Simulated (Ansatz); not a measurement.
## A convergence test on BN (Qingsongite): k mesh of the density

Wanted: the cheapest k mesh of the density that holds the PBE gap of BN (Qingsongite).

Program: Ansatz 0.2.0. Level of theory: DFT, PBE, plane waves, PAW; PAW set soft_1. Results are calculated unless marked as measured.

**1. The starting structure**

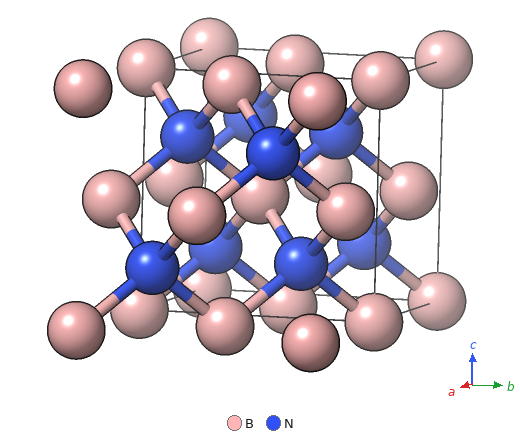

The cell as given, slightly off an axis (boron pink, nitrogen blue). 2×1×1 cells are drawn. This picture shows the conventional cell, with its axes. Bonds to atoms that aren't drawn are left out. Some periodic images of atoms are drawn too.

The cell and positions come from the Crystallography Open Database and are kept as given unless a step says otherwise.

**2. k mesh of the density: 4×4×4**

File input.yaml:

```yaml
crystal:
  lattice:
    - [0.0, 1.8075, 1.8075]
    - [1.8075, 0.0, 1.8075]
    - [1.8075, 1.8075, 0.0]
  atoms:
    - { symbol: B, position: [0.0, 0.0, 0.0] }
    - { symbol: "N", position: [0.25, 0.25, 0.25] }
kpoints:
  mp_grid: { grid: [4, 4, 4] }
  band_path:
    path:
      - [0.0, 0.0, 0.0]
      - [-0.5, -0.5, 0.0]
      - [-0.375, -0.375, 0.25]
      - [-0.375, 0.0, 0.375]
      - [0.0, 0.0, 0.5]
      - [-0.5, -0.25, 0.25]
    npoints: 1
hamiltonian:
  xc: pbe
  pseudopotentials: { kind: paw, azcp: { folder: soft_1 } }
scf:
  occupations: { method: fixed }
  n_extra_bands: 4
output:
  eigenvalues: true
  write_density: true
  write_potential: true
  elf: true
  volumetric_format: npy
```

Launch:

```sh
$ ansatz run input.yaml --threads 3 --pin off --max-ram 92160MiB --backend cuda --events-out ev --progress --plain --runs-dir out --devices 1 --max-vram 13GiB
```

Numbers of over 12 decimals in the logs are rounded to 6 here.

What it wrote:

```text
scf.n_extra_bands = 4 over 4 filled bands (N_el = 8.0): the run solves 8 bands
GPUs: using 1 of 1 available (devices: 1).
Engine: ansatz 0.2.0, x86_64-unknown-linux-gnu
Pseudopotentials: kind: paw
Pseudopotential: B, paw, valence charge 3, recommended cutoff 420 eV (normal), soft_1/B.paw.azcp
Pseudopotential: N, paw, valence charge 5, recommended cutoff 420 eV (normal), soft_1/N.paw.azcp
Functional definition: PBE
  parameter kappa = 0.804
  parameter beta = 0.066725
  exchange = pbe_x(kappa = kappa, mu = beta*pi^2/3)
  correlation = pbe_c(beta = beta)
device memory: the entry about to start is reckoned to put 1.2 GiB on a device that reports 60.1 GiB free (of which the cap on the GPU budget leaves the run 13.0 GiB)
GPU FFT provider: cuFFT
GPU libraries: cuBLAS 13.8.2, cuFFT 12.4.0, cuSOLVER 12.3.4
Crystal: 2 atoms, lattice volume = 11.810 Å³
Basis set: ecut = 420 eV, 259 PW (Γ)
Bands: 8, of which v1, the nominal top of the filled ones, is band 4 counted from 1 (3 counted from 0)
Symmetry: 24 space group operations
Space group: F-43m (ITA 216), of the structure as read, at distance tolerance 2.3e-5 Å
k-points: 8 of 64 (time reversal used)
Non-local potential: B, projectors of the file, l = 0: 2, l = 1: 2, l = 2: 1
Non-local potential: N, projectors of the file, l = 0: 2, l = 1: 2, l = 2: 1
PAW form: soft (Blöchl's): semilocal exchange-correlation on the pseudo side does not see the compensation charge
PAW one-centre angular grid: B, 110 points (default); XC on 64 Gauss nodes
PAW one-centre angular grid: N, 110 points (default); XC on 64 Gauss nodes
Initial density: superposition of atomic densities (chi_scale 0.1, normalization cell, long waves kept (reshape's long-wave potential 0.00 eV rms))
Initial wavefunctions: pseudopotential atomic-orbital guess
GPU buffer pool allocated for 5832 grid points (all kernels)
GPU transforms: local potential and band sums: pruned to the plane-wave sphere, on 18×18×18
Functional: x = pbe(κ = 0.804, μ = 0.219515), c = pbe(β = 0.066725)
SCF iter   1: F=—  HF=-542.880358 eV  |F-HF|=—  |Δ(HF+E_count)|=         —  Δρ=1.47e-1  dr2=2.08e0  ethr=3.10e-3  ⟨swp⟩=3.8  Hψ=366  notcnv=0  defer=12
preconditioner: auto → none  [insulator: Δε(μ)=5.735 eV  Ē_g=20.272 eV  n_scr=0 (ndim 8)  ℏωp=30.6 eV  f_vac=0.000  ε∞_Penn≈3.3]
SCF iter   2: F=—  HF=-542.260613 eV  |F-HF|=—  |Δ(HF+E_count)|=   6.20e-1  Δρ=6.50e-2  dr2=2.72e-1  ethr=3.10e-3  ⟨swp⟩=2.0  Hψ=188  notcnv=0  defer=2
SCF iter   3: F=—  HF=-542.207884 eV  |F-HF|=—  |Δ(HF+E_count)|=   5.27e-2  Δρ=2.34e-2  dr2=3.87e-2  ethr=3.10e-3  ⟨swp⟩=3.0  Hψ=103  notcnv=0  defer=13
SCF iter   4: F=—  HF=-542.204734 eV  |F-HF|=—  |Δ(HF+E_count)|=   3.15e-3  Δρ=2.99e-3  dr2=3.77e-4  ethr=4.84e-4  ⟨swp⟩=3.0  Hψ=115  notcnv=0  defer=13
SCF iter   5: F=—  HF=-542.204883 eV  |F-HF|=—  |Δ(HF+E_count)|=   1.49e-4  Δρ=3.03e-4  dr2=5.30e-6  ethr=4.72e-6  ⟨swp⟩=3.0  Hψ=107  notcnv=0  defer=13
SCF iter   6: F=—  HF=-542.204936 eV  |F-HF|=—  |Δ(HF+E_count)|=   5.28e-5  Δρ=2.00e-5  dr2=1.21e-8  ethr=1.25e-9  ⟨swp⟩=3.1  Hψ=338  notcnv=0
SCF iter   7: F=-542.204936 eV  HF=-542.204936 eV  |F-HF|=1.98e-10  |Δ(HF+E_count)|=   2.30e-8  Δρ=2.00e-6  dr2=4.16e-10  ethr=1.52e-10  ⟨swp⟩=1.0  Hψ=192  notcnv=0
SCF 1 converged in 7 iterations: F = -542.204936 eV  dr2 = 4.16e-10
[...]
device memory: the entry about to start is reckoned to put 0.6 GiB on a device that reports 57.3 GiB free (of which the cap on the GPU budget leaves the run 13.0 GiB)
NSCF: frozen V_eff on 6 k-points
SCF converged after 7 iterations
Free energy (F): -542.204936 eV
Harris-Foulkes:  -542.204936 eV  (|F-HF|=1.98e-10)
Internal energy: -542.204936 eV  (E = F + TS)
E sigma→0 (E₀):  -542.204936 eV
Fermi energy:    11.204715 eV
--- Per-component energies (eV) ---
  E_band       = 26.634229
  E_kinetic    = 183.992255
  E_local      = -159.191925  (includes V_loc(G=0)·N_el)
  E_nonlocal   = 42.082320
  E_hartree    = 49.224486
  E_xc         = -93.215329
  E_vxc        = -115.272391  (∫ρ·V_xc dr)
  E_paw        = -206.713072  (= ΣΔE_a)
  E_vpaw       = -23.425703  (= ΣTr[D̂ρ^β])
  E_aug_tail   = 0.000979  (compensation charges beyond the density's cutoff)
  E_ewald      = -358.384650
  E_smearing   = -0.000000  (= −TS)
  E_closure    = 0.000000  (closes the sum)
  Σ components = -542.204936   (vs F -542.204936, Δ=0.00e0)
--- Band table (eV; the first three rows and the last of 8) ---
  k-point 0: bands = ["-9.0422", "11.2047", "11.2047", "11.2047", "20.0027", "20.0027", "20.0027", "21.5188"]
  k-point 1: bands = ["-7.5610", "5.7170", "10.0730", "10.0730", "20.8237", "21.5252", "21.5252", "24.7622"]
  k-point 2: bands = ["-4.8163", "0.4982", "9.2577", "9.2577", "21.3201", "21.8962", "21.8962", "26.4530"]
  k-point 7: bands = ["-3.1365", "3.6035", "4.2285", "4.6860", "20.7977", "24.4756", "25.6817", "25.8525"]
```

Wall time 6.3 s (1 × NVIDIA H100 80GB HBM3 (shared by 6 runs) with 3 threads of AMD EPYC 7R13 (Zen 3), shared host); peak memory 0.84 GiB.

The column dr2 measures how far the density is from self-consistency, as an energy; F and HF (Harris–Foulkes) agree once it is small.

This step gave:

```yaml
gap: 4.443 eV
valence_top_at: Γ
conduction_bottom_at: X
least_direct_gap: 8.798 eV
```

The gap is indirect, with the least direct gap 4.36 eV higher.

**3. k mesh of the density: 6×6×6**

input.yaml: that of step 2 with these lines changed.

```diff
@@ -9,3 +9,3 @@
 kpoints:
-  mp_grid: { grid: [4, 4, 4] }
+  mp_grid: { grid: [6, 6, 6] }
   band_path:
@@ -27,5 +27 @@
   eigenvalues: true
-  write_density: true
-  write_potential: true
-  elf: true
-  volumetric_format: npy
```

What it wrote:

```text
[...]
GPUs: using 1 of 1 available (devices: 1).
[...]
GPU FFT provider: cuFFT
GPU libraries: cuBLAS 13.8.2, cuFFT 12.4.0, cuSOLVER 12.3.4
Crystal: 2 atoms, lattice volume = 11.810 Å³
Basis set: ecut = 420 eV, 259 PW (Γ)
Bands: 8, of which v1, the nominal top of the filled ones, is band 4 counted from 1 (3 counted from 0)
Symmetry: 24 space group operations
[...]
SCF 1 converged in 7 iterations: F = -542.275357 eV  dr2 = 5.69e-10
[...]
NSCF: frozen V_eff on 6 k-points
SCF converged after 7 iterations
Free energy (F): -542.275357 eV
[...]
Internal energy: -542.275357 eV  (E = F + TS)
E sigma→0 (E₀):  -542.275357 eV
Fermi energy:    11.172343 eV
[...]
--- Band table (eV; the first three rows and the last of 16) ---
[...]
```

It took 5.7 s on 1 × NVIDIA H100 80GB HBM3 (shared by 6 runs) with 3 threads; peak memory 0.84 GiB.

This step gave:

* gap: 4.465 eV
* valence top at: Γ
* conduction bottom at: X
* least direct gap: 8.823 eV

The gap is 4.465 eV, +0.022 eV from the run before at this level.

**4. k mesh of the density: 10×10×10 (the default)**

input.yaml, the sections that differ from step 3:

```yaml
kpoints:
  mp_grid: { grid: [10, 10, 10] }
  band_path:
    path:
      - [[0.0, 0.0, 0.0], [-0.5, -0.5, 0.0], [-0.375, -0.375, 0.25]]
      - [[-0.375, 0.0, 0.375], [0.0, 0.0, 0.0], [0.0, 0.0, 0.5], [-0.5, -0.25, 0.25], [-0.5, -0.5, 0.0]]
    npoints: 10
scf:
  occupations: { method: fermi_dirac, width: 0.02 }
  n_extra_bands: 4
output:
  eigenvalues: true
  write_density: true
  write_potential: true
  elf: true
  volumetric_format: npy
# crystal, hamiltonian: as in step 3
```

What it wrote:

```text
[...]
GPUs: using 1 of 1 available (devices: 1).
[...]
GPU FFT provider: cuFFT
GPU libraries: cuBLAS 13.8.2, cuFFT 12.4.0, cuSOLVER 12.3.4
Crystal: 2 atoms, lattice volume = 11.810 Å³
Basis set: ecut = 420 eV, 259 PW (Γ)
Bands: 8, of which v1, the nominal top of the filled ones, is band 4 counted from 1 (3 counted from 0)
Symmetry: 24 space group operations
[...]
SCF 1 converged in 7 iterations: F = -542.279258 eV  dr2 = 5.43e-10
[...]
NSCF: frozen V_eff on 62 k-points, pencils in batches of 32, up to order 40
SCF converged after 7 iterations
Free energy (F): -542.279258 eV
[...]
Internal energy: -542.279258 eV  (E = F + TS)
E sigma→0 (E₀):  -542.279258 eV
Fermi energy:    13.402718 eV
[...]
--- Band table (eV; the first three rows and the last of 47) ---
[...]
```

Run time: 5.7 s. Hardware: 1 × NVIDIA H100 80GB HBM3 (shared by 6 runs) with 3 threads; peak memory 0.86 GiB.

Numbers from this step:

```
gap                  : 4.467 eV
valence top at       : Γ
conduction bottom at : X
least direct gap     : 8.825 eV
```

The gap is 4.467 eV, +0.002 eV from the run before at this level.

**5. k mesh of the density: 16×16×16**

input.yaml, the sections that differ from step 4:

```yaml
kpoints:
  mp_grid: { grid: [16, 16, 16] }
  band_path:
    path:
      - [0.0, 0.0, 0.0]
      - [-0.5, -0.5, 0.0]
      - [-0.375, -0.375, 0.25]
      - [-0.375, 0.0, 0.375]
      - [0.0, 0.0, 0.5]
      - [-0.5, -0.25, 0.25]
    npoints: 1
scf:
  occupations: { method: fixed }
  n_extra_bands: 4
output:
  eigenvalues: true
# crystal, hamiltonian: as in step 4
```

What it wrote:

```text
[...]
GPUs: using 1 of 1 available (devices: 1).
[...]
GPU FFT provider: cuFFT
GPU libraries: cuBLAS 13.8.2, cuFFT 12.4.0, cuSOLVER 12.3.4
Crystal: 2 atoms, lattice volume = 11.810 Å³
Basis set: ecut = 420 eV, 259 PW (Γ)
Bands: 8, of which v1, the nominal top of the filled ones, is band 4 counted from 1 (3 counted from 0)
Symmetry: 24 space group operations
[...]
SCF 1 converged in 7 iterations: F = -542.279381 eV  dr2 = 4.60e-10
[...]
SCF converged after 7 iterations
Free energy (F): -542.279381 eV
[...]
Internal energy: -542.279381 eV  (E = F + TS)
E sigma→0 (E₀):  -542.279381 eV
Fermi energy:    11.169463 eV
[...]
--- Band table (eV; the first three rows and the last of 145) ---
[...]
```

It took 9.6 s on 1 × NVIDIA H100 80GB HBM3 (shared by 6 runs) with 3 threads; peak memory 0.84 GiB.

This step gave:

- gap: 4.467 eV
- valence top at: Γ
- conduction bottom at: X
- least direct gap: 8.825 eV

The gap is 4.467 eV, as in the run before at this level.

**6. The series**

Differences are against the last row; a negative gap means that bands overlap, and a run with a band path holds that path's time. Times are wall times on 1 × NVIDIA H100 80GB HBM3 (shared by 6 runs) with 3 threads of AMD EPYC 7R13 (Zen 3), shared host, good to a factor of about two.

| k mesh of the density | gap (eV) | direct gap (eV) | gap error (eV) | energy error (meV/atom) | irreducible k | time |
| --- | --- | --- | --- | --- | --- | --- |
| 4×4×4 | 4.443 | 8.798 | −0.024 | +37.2 | 8 | 6.3 s |
| 6×6×6 | 4.465 | 8.823 | −0.002 | +2.0 | 16 | 5.7 s |
| 10×10×10 | 4.467 | 8.825 | +0.000 | +0.1 | 47 | 5.7 s |
| 16×16×16 | 4.467 | 8.825 | +0.000 | +0.0 | 145 | 9.6 s |

**7. Outcome**

```
4×4×4    : 4.443 eV
6×6×6    : 4.465 eV
10×10×10 : 4.467 eV
16×16×16 : 4.467 eV
```

What this shows: The gap holds to 0.02 eV from 6×6×6 on. At 4×4×4 the gap is off by −0.024 eV and the energy by +37 meV/atom. The gap is read over the mesh and added points near the edges, so meshes differ mainly through the density and, for a hybrid, the exchange operator.

[Paths, hosts, dates, memory and timing lines, banners, echoed tables and standing remarks are left out of the program output.]

[Logs are printed without paths, hosts, clocks, repeated set-up lines and the standing remarks that a program may print on its own settings, such as how far it seeks lower states.]

[Runs of the session that timed out or met a known fault of the program may be left out.]

[Cells called generated may have been cut or substituted from an entry of the Crystallography Open Database or the Materials Project.]

[Hosts, paths, dates, database ids (printed as entryN), source tags and the programs' standing remarks are cut or masked in the printed files.]
